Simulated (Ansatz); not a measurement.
**Cobalt, hcp under LDA: testing the Gaussian smearing**

How small must the Gaussian smearing width be for energy and pressure to settle? The geometry was relaxed under LDA beforehand and stays fixed; 7 values are run, from 0.01 to 1.0 eV. Wanted are the values from which on the energy stays within 10 and 1 meV/atom, and the pressure within 0.5 GPa, of the narrowest run. Within the series other settings stay. Spin polarisation is left out.

Program: Ansatz 0.2.0. Level of theory: DFT LDA, plane waves with PAW, scalar-relativistic. These are calculated values, not measurements.

## 1. The structure to begin with

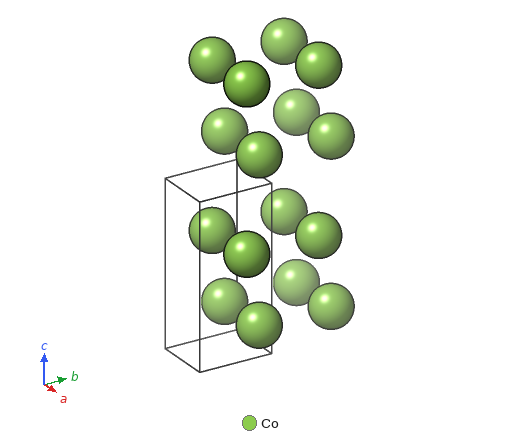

Start, viewed slightly off an axis; cobalt green. 2×2×2 cells are drawn. Any atoms on the faces are drawn again on the opposite ones.

Coordinates:

```
Co
1.0
     2.39957    0.00000    0.00000
    -1.19978    2.07809    0.00000
     0.00000    0.00000    3.86569
Co
2
Direct
  0.33333 0.66667 0.25000
  0.66667 0.33333 0.75000
```

## 2. Run at 0.01 eV

The run at 0.01 eV.

Contents of input.yaml:

```yaml
crystal:
  lattice:
    - [2.399568643, 0.0, 0.0]
    - [-1.1997843215, 2.078087403, 0.0]
    - [0.0, 0.0, 3.8656883379]
  atoms:
    - { symbol: Co, position: [0.3333333333, 0.6666666667, 0.25] }
    - { symbol: Co, position: [0.6666666667, 0.3333333333, 0.75] }
hamiltonian:
  xc: lda
  pseudopotentials:
    kind: paw
    azcp:
      Co: "pseudopotentials/Co.paw.azcp"
basis:
  ecutwfc: 420
  fft_grid_basis: typed
kpoints:
  mp_grid: { grid: [15, 15, 8], shift: [0, 0, 0] }
magnetization:
  spin_polarized: false
scf:
  occupations: { method: gaussian, width: 0.01 }
  lower_state_search: "off"
output:
  stress: true
```

Launch:

```console
$ ansatz run input.yaml --threads 2 --pin off --max-ram 5120MiB --backend cpu --events-out ev --progress --plain --runs-dir out
```

Output (excerpt; [...] marks lines left out):

```text
Warning: <dir> the record states the generating functional pbe (its physics header spells it `PBE`), which answers neither for hamiltonian.xc's functional nor for the lda family's — results may be inconsistent (PPs are generated against a specific XC)
Warning: RAYON_NUM_THREADS=2 ignored (pool sized by the plan → 2); use --threads N
[...]
Pseudopotentials: kind: paw
Pseudopotential: Co, paw, valence charge 17, recommended cutoff 420 eV (normal), <dir>
Functional definition: SPW92
[...]
Crystal: 2 atoms, lattice volume = 19.276 Å³
Basis set: ecut = 420 eV, 379 PW (Γ)
Bands: 21, of which v1, the nominal top of the filled ones, is band 17 counted from 1 (16 counted from 0)
Symmetry: 24 space group operations
Space group: P63/mmc (ITA 194), of the structure as read, at distance tolerance 2.7e-5 Å
k-points: 135 of 1800
[...]
SCF iter   1: F=—  HF=-10125.327865 eV  |F-HF|=—  |Δ(HF+E_count)|=         —  Δρ=2.60e-2  dr2=5.54e-2  ethr=1.77e-3  ⟨swp⟩=4.9  Hψ=11146  notcnv=0
[...]
SCF iter   6: F=-10125.316612 eV  HF=-10125.316612 eV  |F-HF|=7.75e-9  |Δ(HF+E_count)|=   4.57e-8  Δρ=1.37e-5  dr2=9.61e-9  ethr=2.94e-10  ⟨swp⟩=4.3  Hψ=10228  notcnv=0
[...]
SCF converged after 6 iterations
Free energy (F): -10125.316612 eV
[...]
E sigma→0 (E₀):  -10125.316490 eV
Entropy (-TS):   -0.000244 eV (-0.122 meV/atom)
Fermi energy:    21.119204 eV
[...]
--- Stress (GPa, compression-positive) ---
       -1.040640       0.000000      -0.000000
        0.000000      -1.040640      -0.000000
       -0.000000      -0.000000      -1.063045
  P = ⅓ Tr σ = -1.0481 GPa (-10.481 kbar)
```

Wall time 2.6 s (2 threads of Arm Neoverse N1, shared host); peak memory 0.32 GiB.

## 3. Run at 0.03 eV

The run at 0.03 eV.

input.yaml: that of step 2 with these lines changed.

```diff
@@ -22,3 +22,3 @@
 scf:
-  occupations: { method: gaussian, width: 0.01 }
+  occupations: { method: gaussian, width: 0.03 }
   lower_state_search: "off"
```

Launch:

```console
$ ansatz run input.yaml --threads 2 --pin off --max-ram 5120MiB --backend cpu --events-out ev --progress --plain --runs-dir out
```

Output (excerpt; [...] marks lines left out):

```text
Warning: <dir> the record states the generating functional pbe (its physics header spells it `PBE`), which answers neither for hamiltonian.xc's functional nor for the lda family's — results may be inconsistent (PPs are generated against a specific XC)
Warning: RAYON_NUM_THREADS=2 ignored (pool sized by the plan → 2); use --threads N
[...]
[... 3 set-up lines as earlier in the session ...]
[...]
Crystal: 2 atoms, lattice volume = 19.276 Å³
Basis set: ecut = 420 eV, 379 PW (Γ)
Bands: 21, of which v1, the nominal top of the filled ones, is band 17 counted from 1 (16 counted from 0)
[... 2 set-up lines as earlier in the session ...]
k-points: 135 of 1800
[...]
SCF iter   1: F=—  HF=-10125.328832 eV  |F-HF|=—  |Δ(HF+E_count)|=         —  Δρ=2.60e-2  dr2=5.53e-2  ethr=1.77e-3  ⟨swp⟩=5.0  Hψ=10993  notcnv=0
[...]
SCF iter   6: F=-10125.317615 eV  HF=-10125.317615 eV  |F-HF|=5.16e-9  |Δ(HF+E_count)|=   7.79e-9  Δρ=1.06e-5  dr2=4.87e-9  ethr=1.47e-10  ⟨swp⟩=2.7  Hψ=10711  notcnv=0
[...]
SCF converged after 6 iterations
Free energy (F): -10125.317615 eV
[...]
E sigma→0 (E₀):  -10125.316477 eV
Entropy (-TS):   -0.002277 eV (-1.139 meV/atom)
Fermi energy:    21.121361 eV
[...]
--- Stress (GPa, compression-positive) ---
       -1.011514       0.000000      -0.000000
        0.000000      -1.011514      -0.000000
       -0.000000      -0.000000      -1.077283
  P = ⅓ Tr σ = -1.0334 GPa (-10.334 kbar)
```

Run time: 2.7 s. Hardware: 2 threads of Arm Neoverse N1, shared host; peak memory 0.32 GiB.

## 4. Run at 0.1 eV

The run at 0.1 eV.

input.yaml: that of step 3 with these lines changed.

```diff
@@ -22,3 +22,3 @@
 scf:
-  occupations: { method: gaussian, width: 0.03 }
+  occupations: { method: gaussian, width: 0.1 }
   lower_state_search: "off"
```

Launch:

```console
$ ansatz run input.yaml --threads 2 --pin off --max-ram 5120MiB --backend cpu --events-out ev --progress --plain --runs-dir out
```

Output (excerpt; [...] marks lines left out):

```text
Warning: <dir> the record states the generating functional pbe (its physics header spells it `PBE`), which answers neither for hamiltonian.xc's functional nor for the lda family's — results may be inconsistent (PPs are generated against a specific XC)
Warning: RAYON_NUM_THREADS=2 ignored (pool sized by the plan → 2); use --threads N
[...]
[... 3 set-up lines as earlier in the session ...]
[...]
Crystal: 2 atoms, lattice volume = 19.276 Å³
Basis set: ecut = 420 eV, 379 PW (Γ)
Bands: 21, of which v1, the nominal top of the filled ones, is band 17 counted from 1 (16 counted from 0)
[... 2 set-up lines as earlier in the session ...]
k-points: 135 of 1800
[...]
SCF iter   1: F=—  HF=-10125.340064 eV  |F-HF|=—  |Δ(HF+E_count)|=         —  Δρ=2.58e-2  dr2=5.45e-2  ethr=1.77e-3  ⟨swp⟩=4.4  Hψ=10432  notcnv=0
[...]
SCF iter   6: F=-10125.329144 eV  HF=-10125.329144 eV  |F-HF|=1.88e-8  |Δ(HF+E_count)|=   2.54e-8  Δρ=1.96e-5  dr2=1.66e-8  ethr=2.45e-10  ⟨swp⟩=2.8  Hψ=11172  notcnv=0
[...]
SCF converged after 6 iterations
Free energy (F): -10125.329144 eV
[...]
E sigma→0 (E₀):  -10125.316659 eV
Entropy (-TS):   -0.024969 eV (-12.484 meV/atom)
Fermi energy:    21.123150 eV
[...]
--- Stress (GPa, compression-positive) ---
       -0.952765       0.000000      -0.000000
        0.000000      -0.952765      -0.000000
        0.000000      -0.000000      -0.777007
  P = ⅓ Tr σ = -0.8942 GPa (-8.942 kbar)
```

Wall time 2.7 s (2 threads of Arm Neoverse N1, shared host); peak memory 0.32 GiB.

## 5. Run at 0.2 eV

The run at 0.2 eV.

input.yaml: that of step 4 with these lines changed.

```diff
@@ -22,3 +22,3 @@
 scf:
-  occupations: { method: gaussian, width: 0.1 }
+  occupations: { method: gaussian, width: 0.2 }
   lower_state_search: "off"
```

Launch:

```console
$ ansatz run input.yaml --threads 2 --pin off --max-ram 5120MiB --backend cpu --events-out ev --progress --plain --runs-dir out
```

Output (excerpt; [...] marks lines left out):

```text
Warning: <dir> the record states the generating functional pbe (its physics header spells it `PBE`), which answers neither for hamiltonian.xc's functional nor for the lda family's — results may be inconsistent (PPs are generated against a specific XC)
Warning: RAYON_NUM_THREADS=2 ignored (pool sized by the plan → 2); use --threads N
[...]
[... 3 set-up lines as earlier in the session ...]
[...]
Crystal: 2 atoms, lattice volume = 19.276 Å³
Basis set: ecut = 420 eV, 379 PW (Γ)
Bands: 21, of which v1, the nominal top of the filled ones, is band 17 counted from 1 (16 counted from 0)
[... 2 set-up lines as earlier in the session ...]
k-points: 135 of 1800
[...]
SCF iter   1: F=—  HF=-10125.376137 eV  |F-HF|=—  |Δ(HF+E_count)|=         —  Δρ=2.52e-2  dr2=5.22e-2  ethr=1.77e-3  ⟨swp⟩=4.6  Hψ=10277  notcnv=0
[...]
SCF iter   6: F=-10125.365855 eV  HF=-10125.365855 eV  |F-HF|=3.50e-9  |Δ(HF+E_count)|=   1.26e-7  Δρ=8.89e-6  dr2=3.52e-9  ethr=2.94e-10  ⟨swp⟩=4.5  Hψ=10658  notcnv=0
[...]
SCF converged after 6 iterations
Free energy (F): -10125.365855 eV
[...]
E sigma→0 (E₀):  -10125.316908 eV
Entropy (-TS):   -0.097893 eV (-48.946 meV/atom)
Fermi energy:    21.113465 eV
[...]
--- Stress (GPa, compression-positive) ---
       -0.478068       0.000000      -0.000000
        0.000000      -0.478068      -0.000000
       -0.000000      -0.000000      -0.362317
  P = ⅓ Tr σ = -0.4395 GPa (-4.395 kbar)
```

It took 2.5 s on 2 threads of Arm Neoverse N1, shared host; peak memory 0.31 GiB.

## 6. Run at 0.3 eV

The run at 0.3 eV.

input.yaml: that of step 5 with these lines changed.

```diff
@@ -22,3 +22,3 @@
 scf:
-  occupations: { method: gaussian, width: 0.2 }
+  occupations: { method: gaussian, width: 0.3 }
   lower_state_search: "off"
```

Launch:

```console
$ ansatz run input.yaml --threads 2 --pin off --max-ram 5120MiB --backend cpu --events-out ev --progress --plain --runs-dir out
```

Output (excerpt; [...] marks lines left out):

```text
Warning: <dir> the record states the generating functional pbe (its physics header spells it `PBE`), which answers neither for hamiltonian.xc's functional nor for the lda family's — results may be inconsistent (PPs are generated against a specific XC)
Warning: RAYON_NUM_THREADS=2 ignored (pool sized by the plan → 2); use --threads N
[...]
[... 3 set-up lines as earlier in the session ...]
[...]
Crystal: 2 atoms, lattice volume = 19.276 Å³
Basis set: ecut = 420 eV, 379 PW (Γ)
Bands: 21, of which v1, the nominal top of the filled ones, is band 17 counted from 1 (16 counted from 0)
[... 2 set-up lines as earlier in the session ...]
k-points: 135 of 1800
[...]
SCF iter   1: F=—  HF=-10125.436375 eV  |F-HF|=—  |Δ(HF+E_count)|=         —  Δρ=2.43e-2  dr2=4.85e-2  ethr=1.77e-3  ⟨swp⟩=4.6  Hψ=10209  notcnv=0
[...]
SCF iter   6: F=-10125.426942 eV  HF=-10125.426942 eV  |F-HF|=7.71e-10  |Δ(HF+E_count)|=   8.43e-8  Δρ=5.41e-6  dr2=1.20e-9  ethr=2.94e-10  ⟨swp⟩=3.0  Hψ=11888  notcnv=0
[...]
SCF converged after 6 iterations
Free energy (F): -10125.426942 eV
[...]
E sigma→0 (E₀):  -10125.318002 eV
Entropy (-TS):   -0.217879 eV (-108.940 meV/atom)
Fermi energy:    21.103000 eV
[...]
--- Stress (GPa, compression-positive) ---
        0.354950       0.000000       0.000000
        0.000000       0.354950      -0.000000
        0.000000      -0.000000       0.206379
  P = ⅓ Tr σ = 0.3054 GPa (3.054 kbar)
```

Run time: 2.7 s. Hardware: 2 threads of Arm Neoverse N1, shared host; peak memory 0.31 GiB.

## 7. Run at 0.6 eV

The run at 0.6 eV.

input.yaml: that of step 6 with these lines changed.

```diff
@@ -22,3 +22,3 @@
 scf:
-  occupations: { method: gaussian, width: 0.3 }
+  occupations: { method: gaussian, width: 0.6 }
   lower_state_search: "off"
```

Launch:

```console
$ ansatz run input.yaml --threads 2 --pin off --max-ram 5120MiB --backend cpu --events-out ev --progress --plain --runs-dir out
```

Output (excerpt; [...] marks lines left out):

```text
Warning: <dir> the record states the generating functional pbe (its physics header spells it `PBE`), which answers neither for hamiltonian.xc's functional nor for the lda family's — results may be inconsistent (PPs are generated against a specific XC)
Warning: RAYON_NUM_THREADS=2 ignored (pool sized by the plan → 2); use --threads N
[...]
[... 3 set-up lines as earlier in the session ...]
[...]
Crystal: 2 atoms, lattice volume = 19.276 Å³
Basis set: ecut = 420 eV, 379 PW (Γ)
Bands: 21, of which v1, the nominal top of the filled ones, is band 17 counted from 1 (16 counted from 0)
[... 2 set-up lines as earlier in the session ...]
k-points: 135 of 1800
[...]
SCF iter   1: F=—  HF=-10125.732777 eV  |F-HF|=—  |Δ(HF+E_count)|=         —  Δρ=2.15e-2  dr2=3.68e-2  ethr=1.77e-3  ⟨swp⟩=4.1  Hψ=9973  notcnv=0
[...]
SCF iter   6: F=-10125.725778 eV  HF=-10125.725778 eV  |F-HF|=8.64e-10  |Δ(HF+E_count)|=   3.78e-8  Δρ=4.48e-6  dr2=1.17e-9  ethr=2.94e-10  ⟨swp⟩=4.4  Hψ=10856  notcnv=0
[...]
SCF converged after 6 iterations
Free energy (F): -10125.725778 eV
[...]
E sigma→0 (E₀):  -10125.358293 eV
Entropy (-TS):   -0.734970 eV (-367.485 meV/atom)
Fermi energy:    21.085677 eV
[...]
--- Stress (GPa, compression-positive) ---
        3.209854       0.000000      -0.000000
        0.000000       3.209854      -0.000000
       -0.000000      -0.000000       2.784923
  P = ⅓ Tr σ = 3.0682 GPa (30.682 kbar)
```

It took 2.6 s on 2 threads of Arm Neoverse N1, shared host; peak memory 0.31 GiB.

## 8. Run at 1.0 eV

The run at 1.0 eV.

input.yaml: that of step 7 with these lines changed.

```diff
@@ -22,3 +22,3 @@
 scf:
-  occupations: { method: gaussian, width: 0.6 }
+  occupations: { method: gaussian, width: 1.0 }
   lower_state_search: "off"
```

Launch:

```console
$ ansatz run input.yaml --threads 2 --pin off --max-ram 5120MiB --backend cpu --events-out ev --progress --plain --runs-dir out
```

Output (excerpt; [...] marks lines left out):

```text
Warning: <dir> the record states the generating functional pbe (its physics header spells it `PBE`), which answers neither for hamiltonian.xc's functional nor for the lda family's — results may be inconsistent (PPs are generated against a specific XC)
Warning: RAYON_NUM_THREADS=2 ignored (pool sized by the plan → 2); use --threads N
band count auto-derived: 22 (N_el = 34.0; filled up to band 17; 21 by the electrons, moments and atoms)
[...]
[... 3 set-up lines as earlier in the session ...]
[...]
Crystal: 2 atoms, lattice volume = 19.276 Å³
Basis set: ecut = 420 eV, 379 PW (Γ)
Bands: 22, of which v1, the nominal top of the filled ones, is band 17 counted from 1 (16 counted from 0)
[... 2 set-up lines as earlier in the session ...]
k-points: 135 of 1800
[...]
SCF iter   1: F=—  HF=-10126.316858 eV  |F-HF|=—  |Δ(HF+E_count)|=         —  Δρ=1.76e-2  dr2=2.31e-2  ethr=1.77e-3  ⟨swp⟩=4.0  Hψ=10243  notcnv=0
[...]
SCF iter   6: F=-10126.312542 eV  HF=-10126.312542 eV  |F-HF|=8.04e-10  |Δ(HF+E_count)|=   3.12e-8  Δρ=3.23e-6  dr2=6.68e-10  ethr=2.25e-10  ⟨swp⟩=3.2  Hψ=11322  notcnv=0
[...]
SCF converged after 6 iterations
Free energy (F): -10126.312542 eV
[...]
E sigma→0 (E₀):  -10125.465434 eV
Entropy (-TS):   -1.694217 eV (-847.108 meV/atom)
Fermi energy:    21.114560 eV
[...]
--- Stress (GPa, compression-positive) ---
        7.460073       0.000000      -0.000000
       -0.000000       7.460073      -0.000000
       -0.000000      -0.000000       8.148364
  P = ⅓ Tr σ = 7.6895 GPa (76.895 kbar)
```

It took 2.8 s on 2 threads of Arm Neoverse N1, shared host; peak memory 0.32 GiB.

## 9. All values side by side

Differences are taken from the run at 0.01 eV.

```csv
smearing (eV),F (meV/atom),E(σ → 0) (meV/atom),P (GPa),SCF cycles,CPU time
0.01,0.00,0.00,-1.05,6,4.8 s
0.03,-0.50,0.01,-1.03,6,4.9 s
0.1,-6.27,-0.08,-0.89,6,4.8 s
0.2,-24.62,-0.21,-0.44,6,4.5 s
0.3,-55.16,-0.76,0.31,6,4.8 s
0.6,-204.58,-20.90,3.07,6,4.7 s
1.0,-497.97,-74.47,7.69,6,5 s
```

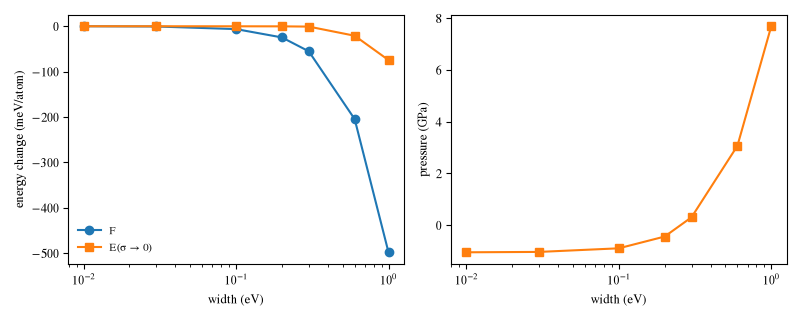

Energy and pressure against the Gaussian smearing width.

## 10. Results

```
                                           quantity                       value
       E(σ → 0) stays within 10 meV/atom of 0.01 eV                up to 0.3 eV
                   E(σ → 0) stays within 1 meV/atom                up to 0.3 eV
                      pressure stays within 0.5 GPa                up to 0.1 eV
                                pressure at 0.01 eV                   -1.05 GPa
energy of a separate run on a finer mesh (25×25×13)  +0.4 meV/atom from 0.01 eV
```

**Reading.** The far end, 1.0 eV, lies -74.5 meV/atom and +8.7 GPa from the yardstick. Over the range F shifts by -498.0 meV/atom, while E(σ → 0) shifts by -74.5. With this scheme F falls about as the square of the width. The mesh (15×15×8) is fixed, so the narrowest widths carry a k-point error of their own. A run on a finer mesh agrees with the yardstick to 1 meV/atom. The cell taken over is 13 % smaller than the measured one (11.07 Å³/atom, COD), which weighs on all values here.

Real Co is ferromagnetic; without spin these runs don't describe its ground state.
